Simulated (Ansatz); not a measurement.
## ZrC: band-structure calculation

The run: band-structure calculation of ZrC (Fm-3m, 2 atoms in the cell). Method and program: DFT, PBE, PAW with Ansatz's default frozen-core files, scalar-relativistic, no spin polarisation (Ansatz 0.2.0).

The structure derives from an entry of the Crystallography Open Database. It belongs to a series of runs on one base structure; here: PAW files in place of LAPW. Figures and captions count atoms from 1; the log counts them from 0 in places.

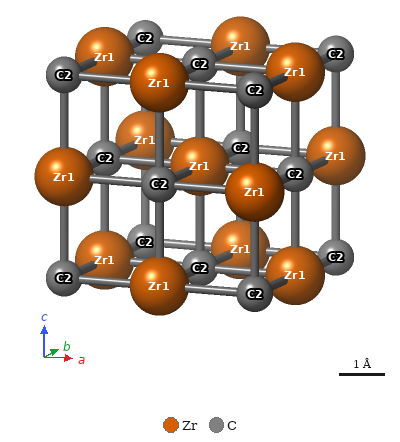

Figure 1. The structure (ball-and-stick view of the cell 4 times as large as that of the calculation, set on its symmetry axes, seen slightly off an axis; atoms are numbered from 1 in the order of the input). Near neighbours in the crystal (not all of them lie inside the picture): Zr has 6 C at 2.35 Å; C has 6 Zr at 2.35 Å.

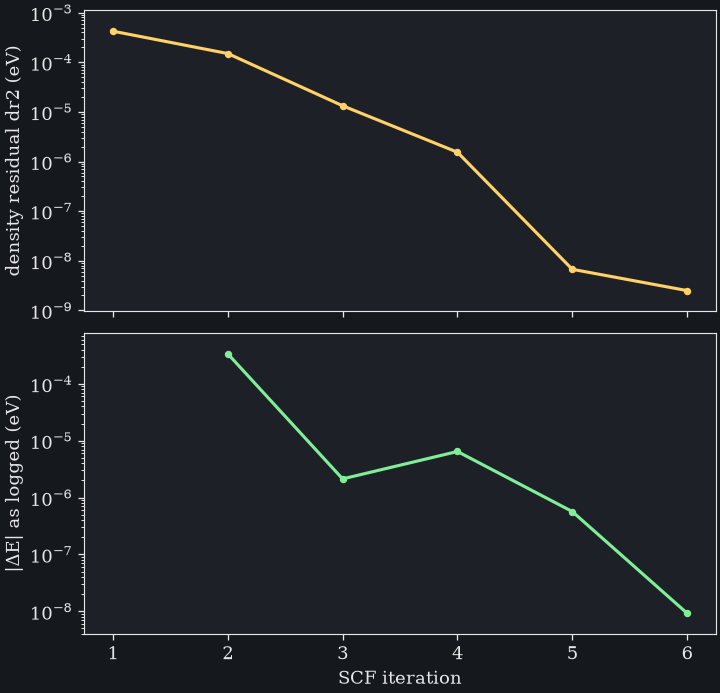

Figure 2. Convergence of the self-consistent field: density residual dr2 and size of the energy change against the SCF iteration. The residual falls at every step.

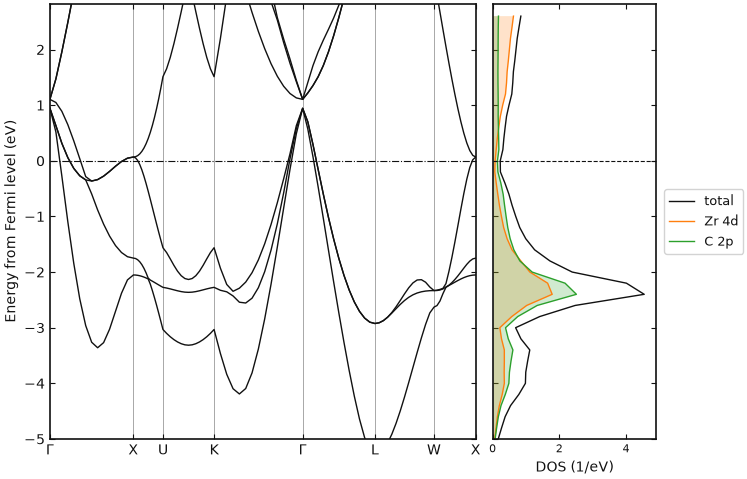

Figure 3. Band structure along Γ–X–U–K–Γ–L–W–X and density of states (projected on Löwdin-orthogonalised atomic shells), with energies from the Fermi level. Bands cross the Fermi level: a metal at this level of theory.

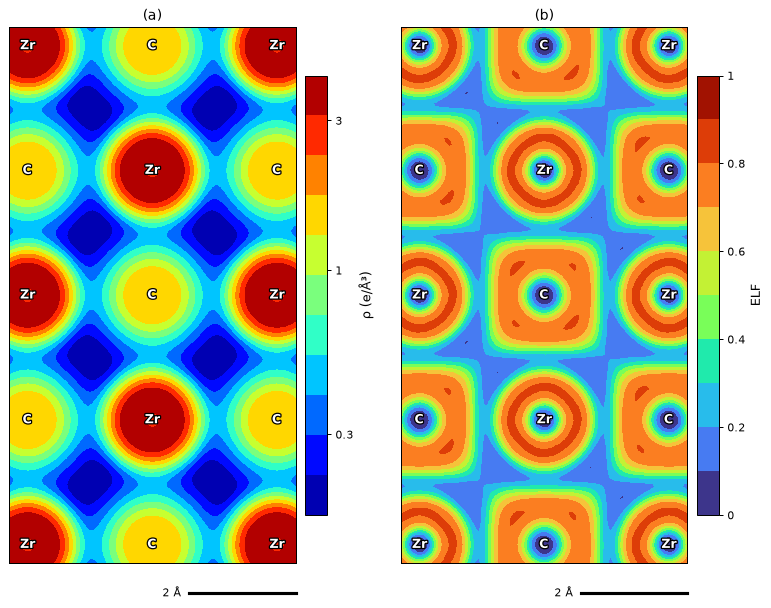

Figure 4. (a) valence electron density; (b) electron localisation function on the (010) plane of the conventional cell. Atoms in the plane: Zr and C. Zr–C (2.35 Å): ρ is about 0.45 e/Å³ halfway; the ELF is about 0.25 at the midpoint; no shared pair; the contact is polar. Away from the nuclei the density in this plane falls to 0.17 e/Å³ at its lowest. The strong features right at Zr lie inside the PAW spheres (semicore, d or f shells) and say nothing about bonding. Core electrons are frozen (PAW), so the fields are smoothed inside the atomic spheres.

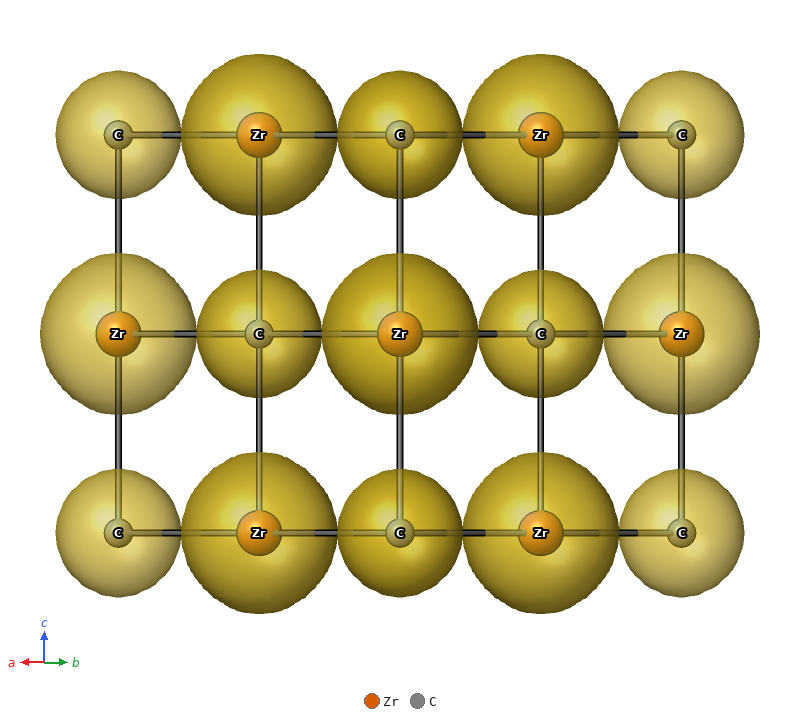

Figure 5. Isosurface of the valence electron density at 0.8 e/Å³ (yellow), seen along [110]. Sticks mark near contacts. The outline is the cell set on symmetry axes. At this value the density breaks into separate islands; it holds about 60 % of the electrons treated as valence (semicore included). It is pinched off along the Zr–C (2.35 Å) contacts. On the grid the lowest density along these lines, outside the cores, is 0.44 e/Å³ (Zr–C, 2.35 Å).

The input that produced these results follows, with the program's output.

## The input
```yaml
crystal:
  lattice:
    - [0.0, 2.35021, 2.35021]
    - [2.35021, 0.0, 2.35021]
    - [2.35021, 2.35021, 0.0]
  atoms:
    - { symbol: Zr, position: [0.5, 0.5, 0.5] }
    - { symbol: C, position: [0.0, 0.0, 0.0] }
kpoints:
  mp_grid: { grid: [15, 15, 15] }
  band_path:
    path:
      - [0.0, 0.0, 0.0]
      - [0.5, 0.0, 0.5]
      - [0.625, 0.25, 0.625]
      - [0.375, 0.375, 0.75]
      - [0.0, 0.0, 0.0]
      - [0.5, 0.5, 0.5]
      - [0.5, 0.25, 0.75]
      - [0.5, 0.0, 0.5]
    npoints: 14
scf:
  occupations: { method: fermi_dirac, width: 0.05 }
hamiltonian:
  xc: pbe
  pseudopotentials: { kind: paw }
output:
  forces: true
  stress: true
  eigenvalues: true
  efg: { contact_densities: true }
  populations: true
  bader: true
  dos: { projected: true, de: 0.2, e_range: [-14, 8] }
  write_density: true
  write_potential: true
  elf: true
  volumetric_format: npy
```

Run as:
```bash
ansatz run input.yaml --threads 1 --pin off --max-ram 3072MiB --backend cpu --events-out ev --progress --plain --runs-dir out
```

## The program's output
```
Zr: output.efg is read without spin–orbit coupling, which moves field gradients at and beside such atoms by some per cent and up to a factor of two; PAW files take it under magnetization.noncollinear and magnetization.spin_orbit
Engine: ansatz 0.2.0, x86_64-unknown-linux-gnu
Pseudopotentials: kind: paw
Pseudopotential: Zr, paw, valence charge 12, recommended cutoff 420 eV (normal), Zr.paw.azcp
Pseudopotential: C, paw, valence charge 4, recommended cutoff 420 eV (normal), C.paw.azcp
Functional definition: PBE
  parameter kappa = 0.804
  parameter beta = 0.06672455060314922
  exchange = pbe_x(kappa = kappa, mu = beta*pi^2/3)
  correlation = pbe_c(beta = beta)
Crystal: 2 atoms, lattice volume = 25.963 Å³
Basis set: ecut = 420 eV, 531 PW (Γ), exchange–correlation on 48×48×48 points (8 copies of the dense FFT grid, shifted against one another)
Bands: 12, of which v1, the nominal top of the filled ones, is band 8 counted from 1 (7 counted from 0)
Symmetry: 48 space group operations
Space group: Fm-3m (ITA 225), of the structure as read, at distance tolerance 3.0e-5 Å
k-points: 120 of 3375
Non-local potential: Zr, projectors of the file, l = 0: 3, l = 1: 2, l = 2: 2, l = 3: 2
Non-local potential: C, projectors of the file, l = 0: 2, l = 1: 2, l = 2: 1
PAW form: soft (Blöchl's): semilocal exchange-correlation on the pseudo side does not see the compensation charge
PAW one-centre angular grid: Zr, 590 points (default); XC on 64 Gauss nodes
PAW one-centre angular grid: C, 110 points (default); XC on 64 Gauss nodes
Initial density: superposition of atomic densities (neutral atoms: chi_scale 0, normalization atom), corrected by the library's trained network
Initial wavefunctions: pseudopotential atomic-orbital guess
Functional: x = pbe(κ = 0.804, μ = 0.2195149727645171), c = pbe(β = 0.06672455060314922)
SCF iter   1: F=—  HF=-4436.496728 eV  |F-HF|=—  |Δ(HF+E_count)|=         —  Δρ=1.34e-3  dr2=4.23e-4  ethr=1.77e-3  ⟨swp⟩=5.0  Hψ=7249  notcnv=0
preconditioner: auto → none  [metal: Δε(μ)=0.021 eV  Ē_g=18.001 eV  σ=0.050 eV  W_gap=0.10  n_scr=8 (ndim 8)  ℏωp=27.3 eV  f_vac=0.000  D(μ)=0.31/eV (n_scr^D=0)  sad-step TF]
SCF iter   2: F=—  HF=-4436.496391 eV  |F-HF|=—  |Δ(HF+E_count)|=   3.37e-4  Δρ=7.59e-4  dr2=1.50e-4  ethr=2.64e-6  ⟨swp⟩=2.2  Hψ=3202  notcnv=0
SCF iter   3: F=—  HF=-4436.496393 eV  |F-HF|=—  |Δ(HF+E_count)|=   2.13e-6  Δρ=2.47e-4  dr2=1.33e-5  ethr=9.36e-7  ⟨swp⟩=2.0  Hψ=1857  notcnv=0
SCF iter   4: F=—  HF=-4436.496386 eV  |F-HF|=—  |Δ(HF+E_count)|=   6.46e-6  Δρ=8.40e-5  dr2=1.54e-6  ethr=8.33e-8  ⟨swp⟩=2.1  Hψ=2309  notcnv=0
iter 5 did not close the SCF: its close was put off for the readings that it lacked (scf_convergence_deferred on its scf_iter line)
SCF iter   5: F=-4436.496386 eV  HF=-4436.496386 eV  |F-HF|=6.62e-9  |Δ(HF+E_count)|=   5.68e-7  Δρ=8.61e-6  dr2=6.74e-9  ethr=9.65e-9  ⟨swp⟩=2.0  Hψ=2378  notcnv=0
SCF iter   6: F=-4436.496386 eV  HF=-4436.496386 eV  |F-HF|=1.85e-9  |Δ(HF+E_count)|=   9.25e-9  Δρ=3.93e-6  dr2=2.51e-9  ethr=4.21e-11  ⟨swp⟩=5.1  Hψ=7570  notcnv=0
SCF 1 converged in 6 iterations: F = -4436.496386 eV  dr2 = 2.51e-9
  greatest PAW one-centre occupation: 0.996 electrons in one spin orbital (limit 2), on the Zr atom at site 0 (counted from 0), in its partial waves of l = 0
NSCF: frozen V_eff on 99 k-points
SCF converged after 6 iterations
Free energy (F): -4436.496386 eV
Harris-Foulkes:  -4436.496386 eV  (|F-HF|=1.85e-9)
Internal energy: -4436.493843 eV  (E = F + TS)
E sigma→0 (E₀):  -4436.495114 eV
Entropy (-TS):   -0.002543 eV (-1.272 meV/atom)
Fermi energy:    14.855939 eV
--- Per-component energies (eV) ---
  E_band       = -48.742437
  E_kinetic    = 422.574085
  E_local      = -594.754527  (includes V_loc(G=0)·N_el)
  E_nonlocal   = 104.413949
  E_hartree    = 178.626724
  E_xc         = -211.450801
  E_vxc        = -252.800537  (∫ρ·V_xc dr)
  E_paw        = -3052.010398  (= ΣΔE_a)
  E_vpaw       = -85.427786  (= ΣTr[D̂ρ^β])
  E_aug_tail   = 0.000033  (compensation charges beyond the density's cutoff)
  E_ewald      = -1283.892908
  E_smearing   = -0.002543  (= −TS)
  E_closure    = 0.000000  (closes the sum)
  Σ components = -4436.496386   (vs F -4436.496386, Δ=0.00e0)
--- Forces (eV/Å), atoms counted from 1 ---
  atom   1  Zr     0.00000000    -0.00000000     0.00000000
  atom   2  C     -0.00000000     0.00000000    -0.00000000
  max |Σ_I F_I| component: 3.86e-29 eV/Å
--- Stress (GPa, compression-positive) ---
        1.172165      -0.000000      -0.000000
        0.000000       1.172165       0.000000
        0.000000      -0.000000       1.172165
  P = ⅓ Tr σ = 1.1722 GPa (11.722 kbar)
--- PAW observables at the nuclei: V_zz in 10²¹ V/m², potentials from the cell's mean, atoms counted from 1 ---
  atom   1  Zr V_zz =    +0.000000   η = 0.0000   by run symmetry: forbidden
            electrostatic potential = -5929.901911 V   contact ρ = 490519.882135 e/Å³
  atom   2  C  V_zz =    +0.000000   η = 0.0000   by run symmetry: forbidden
            electrostatic potential = -423.615844 V   contact ρ = 869.778021 e/Å³
--- Band table (eV; the first three rows and the last of 120) ---
  k-point 0: bands = ["-33.2328", "-10.9456", "-10.9456", "-10.9456", "3.5564", "15.7990", "15.7990", "15.7990", "15.9600", "15.9600", "15.9600", "17.6775"]
  k-point 1: bands = ["-33.2285", "-10.9855", "-10.9491", "-10.9491", "3.6578", "14.9977", "15.2062", "15.2062", "16.1892", "16.1892", "16.5298", "18.2503"]
  k-point 2: bands = ["-33.2162", "-11.0966", "-10.9588", "-10.9588", "3.9505", "13.9748", "14.3737", "14.3737", "16.5096", "16.5096", "16.9704", "19.3781"]
  k-point 119: bands = ["-33.0981", "-11.4766", "-11.4462", "-11.2377", "5.4248", "12.0740", "12.5270", "12.6298", "17.8470", "18.4336", "20.5222", "21.9491"]
--- Löwdin populations: 2 sites ---
  site symbol       q [e]
     0     Zr     11.2280
     1      C      4.7291
  spilling = 0.002682 (of n_electrons = 16.000000)
--- Bader charges: 2 sites ---
  site symbol  charge [e]  shift [e]
     0     Zr      1.8900     0.0012
     1      C     -1.8900     0.0012
  estimated error of the sums over rays = 7.8e-4 e
```

## File bader_charges.tsv
```
# site	symbol	x_ang	y_ang	z_ang	partial_charge_e	electrons	volume_ang3	relative_density_drop	shared_charge_e	partial_wave_shift_e
# quadrature_error_electrons = 7.8e-4
0	Zr	2.3502	2.3502	2.3502	1.89002	38.10998	11.81	-	1.89002	0.00122
1	C	0.0000	0.0000	0.0000	-1.89002	7.89002	14.15	-	-1.89002	0.00122
```

## File dos.tsv
```
# E-E_F[eV]	g_bin_mean(E)[states/eV]	N(E)
# format = ansatz-dos/2
# fermi_ev = 14.855939
# fermi_mp_grid = 15 15 15
# fermi_mp_shift = 0 0 0
# tetrahedron_fermi_ev = 14.898074
# g_bin_mean(E): the states in a bin one row spacing wide, centred on E, divided by that spacing. States that the method places at a single energy (under output.dos.method: tetrahedron, those of a tetrahedron whose four corners have one energy) are counted whole in the row whose bin holds that energy (on the edge of two bins, in the lower row). The sum of g_bin_mean over a run of rows, times the row spacing, is the number of states from half a spacing under the first of them to half a spacing over the last (a plain sum, not the trapezoid rule).
-14.000000	0.000000e0	8.000000e0
-13.800000	0.000000e0	8.000000e0
-13.600000	0.000000e0	8.000000e0
-13.400000	0.000000e0	8.000000e0
-13.200000	0.000000e0	8.000000e0
-13.000000	0.000000e0	8.000000e0
-12.800000	0.000000e0	8.000000e0
-12.600000	0.000000e0	8.000000e0
-12.400000	0.000000e0	8.000000e0
-12.200000	0.000000e0	8.000000e0
-12.000000	0.000000e0	8.000000e0
-11.800000	0.000000e0	8.000000e0
-11.600000	0.000000e0	8.000000e0
-11.400000	0.000000e0	8.000000e0
-11.200000	3.485819e-2	8.001705e0
-11.000000	8.562613e-2	8.014546e0
-10.800000	1.223430e-1	8.035336e0
-10.600000	1.615922e-1	8.063725e0
-10.400000	2.057615e-1	8.100254e0
-10.200000	2.719984e-1	8.146813e0
-10.000000	7.053582e-1	8.232982e0
-9.800000	1.176591e0	8.432114e0
-9.600000	1.305931e0	8.677359e0
-9.400000	1.658669e0	8.976063e0
-9.200000	1.614896e0	9.308622e0
-9.000000	1.359986e0	9.621650e0
-8.800000	7.100359e-1	9.823518e0
-8.600000	3.955064e-1	9.927837e0
-8.400000	1.838911e-1	9.985252e0
-8.200000	6.955841e-3	1.000000e1
-8.000000	0.000000e0	1.000000e1
-7.800000	0.000000e0	1.000000e1
-7.600000	0.000000e0	1.000000e1
-7.400000	0.000000e0	1.000000e1
-7.200000	0.000000e0	1.000000e1
-7.000000	0.000000e0	1.000000e1
-6.800000	0.000000e0	1.000000e1
-6.600000	0.000000e0	1.000000e1
-6.400000	0.000000e0	1.000000e1
-6.200000	0.000000e0	1.000000e1
-6.000000	0.000000e0	1.000000e1
-5.800000	0.000000e0	1.000000e1
-5.600000	0.000000e0	1.000000e1
-5.400000	0.000000e0	1.000000e1
-5.200000	4.990514e-2	1.000065e1
-5.000000	1.693227e-1	1.002400e1
-4.800000	2.693583e-1	1.006837e1
-4.600000	3.755831e-1	1.013226e1
-4.400000	5.383950e-1	1.022194e1
-4.200000	7.859897e-1	1.034976e1
-4.000000	9.833457e-1	1.053763e1
-3.800000	9.937446e-1	1.073241e1
-3.600000	1.050388e0	1.093814e1
-3.400000	1.114207e0	1.115567e1
-3.200000	8.485206e-1	1.135665e1
-3.000000	6.901026e-1	1.150796e1
-2.800000	1.410675e0	1.168845e1
-2.600000	2.474372e0	1.206255e1
-2.400000	4.543619e0	1.271250e1
-2.200000	4.010762e0	1.368449e1
-2.000000	2.385786e0	1.432364e1
-1.800000	1.717783e0	1.472536e1
-1.600000	1.259255e0	1.501773e1
-1.400000	9.929927e-1	1.523815e1
-1.200000	8.140302e-1	1.541768e1
-1.000000	6.938498e-1	1.556825e1
-0.800000	5.839580e-1	1.569499e1
-0.600000	4.889471e-1	1.580204e1
-0.400000	3.690040e-1	1.589023e1
-0.200000	2.338444e-1	1.594812e1
0.000000	2.291477e-1	1.599036e1
0.200000	3.078978e-1	1.604578e1
0.400000	3.374629e-1	1.610957e1
0.600000	3.756388e-1	1.618101e1
0.800000	4.177056e-1	1.626006e1
1.000000	4.918635e-1	1.634954e1
1.200000	5.754515e-1	1.645759e1
1.400000	6.041544e-1	1.657647e1
1.600000	6.230464e-1	1.669914e1
1.800000	6.648651e-1	1.682739e1
2.000000	7.014235e-1	1.696433e1
2.200000	7.379490e-1	1.710767e1
2.400000	7.911920e-1	1.726078e1
2.600000	8.464616e-1	1.742401e1
2.800000	9.598457e-1	1.760234e1
3.000000	1.138087e0	1.781604e1
3.200000	9.625224e-1	1.802808e1
3.400000	9.832400e-1	1.821862e1
3.600000	1.104002e0	1.842651e1
3.800000	1.272273e0	1.865924e1
4.000000	1.553925e0	1.894260e1
4.200000	1.761297e0	1.928114e1
4.400000	1.895992e0	1.963824e1
4.600000	1.858207e0	2.001923e1
4.800000	2.102510e0	2.041236e1
5.000000	2.177368e0	2.085089e1
5.200000	2.258923e0	2.132002e1
5.400000	1.873058e0	2.169588e1
5.600000	2.901953e0	2.218747e1
5.800000	6.409122e-1	2.254708e1
6.000000	5.638535e-1	2.265306e1
6.200000	6.009841e-1	2.277188e1
6.400000	6.009245e-1	2.289204e1
6.600000	5.872332e-1	2.301108e1
6.800000	6.408181e-1	2.313174e1
7.000000	7.589841e-1	2.326748e1
7.200000	7.615706e-1	2.342607e1
7.400000	7.259380e-1	2.357646e1
7.600000	7.073281e-1	2.371693e1
7.800000	7.243948e-1	2.386464e1
8.000000	3.195720e-1	2.397984e1
```

## File populations.tsv
```
# site	symbol	l	j	q
# orbitals = lowdin
# n_electrons = 16.000000
# spilling = 0.002682
0	Zr	0_4S	-	1.927215
0	Zr	0_5S	-	0.458299
0	Zr	1_4P	-	5.978820
0	Zr	2_4D	-	2.863642
1	C	0_2S	-	1.343898
1	C	1_2P	-	3.385209
```

## File rho_z.tsv
```
# z_ang	rho[e/angstrom^3]
# format = ansatz-planar-average/11
# lattice	0.000000000	2.350210000	2.350210000
# lattice	2.350210000	0.000000000	2.350210000
# lattice	2.350210000	2.350210000	0.000000000
# sites	2
# site	40	2.350210000	2.350210000	2.350210000
# site	6	0.000000000	0.000000000	0.000000000
0.000000	4.717100e-1
0.138487	4.682856e-1
0.276975	4.585388e-1
0.415462	4.465092e-1
0.553950	4.432178e-1
0.692437	4.642528e-1
0.830925	5.209402e-1
0.969412	6.111264e-1
1.107900	7.161362e-1
1.246387	8.088680e-1
1.384875	8.700108e-1
1.523362	8.985689e-1
1.661849	9.058248e-1
1.800337	8.985689e-1
1.938824	8.700108e-1
2.077312	8.088680e-1
2.215799	7.161362e-1
2.354287	6.111264e-1
2.492774	5.209402e-1
2.631262	4.642528e-1
2.769749	4.432178e-1
2.908236	4.465092e-1
3.046724	4.585388e-1
3.185211	4.682856e-1
```

## File v_z.tsv
```
# z_ang	v_es[eV]	v_tot[eV]
# format = ansatz-planar-average/11
# xc	pbe
# density_cutoff_ev	1680
# datasets	Zr=:simpson_from_first_knot:soft	C=:simpson_from_first_knot:soft
# lattice	0.000000000	2.350210000	2.350210000
# lattice	2.350210000	0.000000000	2.350210000
# lattice	2.350210000	2.350210000	0.000000000
# sites	2
# site	40	2.350210000	2.350210000	2.350210000
# site	6	0.000000000	0.000000000	0.000000000
0.000000	7.616072e0	-4.075883e0
0.138487	7.855697e0	-3.790102e0
0.276975	8.450283e0	-3.113424e0
0.415462	9.110728e0	-2.418231e0
0.553950	9.496418e0	-2.083987e0
0.692437	9.213213e0	-2.512498e0
0.830925	7.993606e0	-3.950281e0
0.969412	6.041330e0	-6.169721e0
1.107900	3.833424e0	-8.657881e0
1.246387	1.745717e0	-1.098451e1
1.384875	5.176557e-2	-1.284437e1
1.523362	-1.050734e0	-1.403250e1
1.661849	-1.433533e0	-1.443773e1
1.800337	-1.050734e0	-1.403250e1
1.938824	5.176557e-2	-1.284437e1
2.077312	1.745717e0	-1.098451e1
2.215799	3.833424e0	-8.657881e0
2.354287	6.041330e0	-6.169721e0
2.492774	7.993606e0	-3.950281e0
2.631262	9.213213e0	-2.512498e0
2.769749	9.496418e0	-2.083987e0
2.908236	9.110728e0	-2.418231e0
3.046724	8.450283e0	-3.113424e0
3.185211	7.855697e0	-3.790102e0
```

## Results in brief

```json
{"quantity": "outcome", "value": "converged"}
{"quantity": "space group (tolerance 0.01 Å)", "value": "Fm-3m (225)"}
{"quantity": "electrons treated", "value": "16"}
{"quantity": "free energy", "value": "−4436.4964 eV"}
{"quantity": "Fermi energy", "value": "14.856 eV"}
{"quantity": "pressure", "value": "1.17 GPa"}
{"quantity": "field gradient V_zz (10²¹ V/m²)", "value": "zero at all sites"}
{"quantity": "electronic character", "value": "metal"}
{"quantity": "largest force (length of the vector)", "value": "under 0.001 eV/Å"}
{"quantity": "hardware", "value": "1 thread of Intel Xeon (Sapphire Rapids), 64 GiB of memory available, shared host"}
{"quantity": "wall time", "value": "14 s"}
{"quantity": "peak memory", "value": "0.42 GiB"}
```

The program warns: the field gradients leave out spin–orbit coupling.
